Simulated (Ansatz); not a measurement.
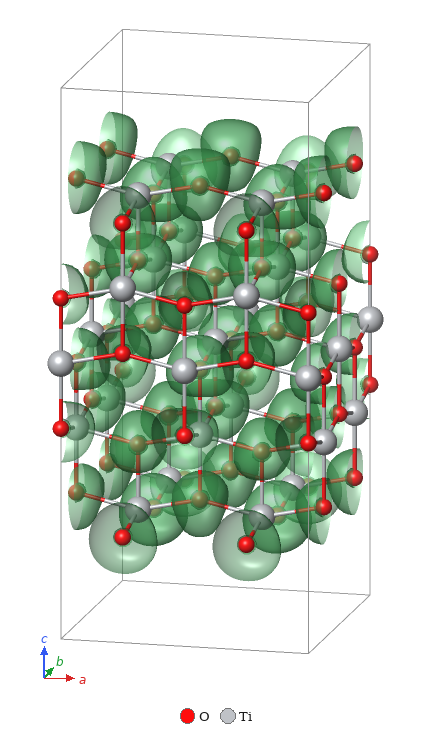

Figure 1: TiO₂ (slab). Isosurface of the electron localisation function at 0.6 (green), seen slightly off an axis. Core shells and regions of very low density are left out. Sticks mark near contacts.

Not relaxed (largest force 1.5 eV/Å); computed without spin polarisation.

The calculation used DFT PBEsol, scalar-relativistic, plane waves, PAW in Ansatz 0.2.0.

> Where are the electrons localised?

The ELF exceeds this value in ten regions wrapped around O (the valence shell of each), counted in one cell of 15 atoms. Counts are for one cell; the picture repeats the cell along the surface. Along the contacts the grid gives the following. Ti–O (1.93 Å): the ELF peaks at about 0.80 in the valence shell of O, 0.6 Å from its nucleus, and is about 0.20 at the midpoint; no shared electron pair shows on this line. Ti–O (1.98 Å): the ELF peaks at about 0.80 in the valence shell of O, 0.6 Å from its nucleus, and is about 0.20 at the midpoint: no shared electron pair shows on this line.

> Metal or insulator at this level of theory?

It is gapped, with a Kohn–Sham gap of 1.6 eV on the k-point mesh (the band edges may lie off the mesh, which would make the gap smaller).
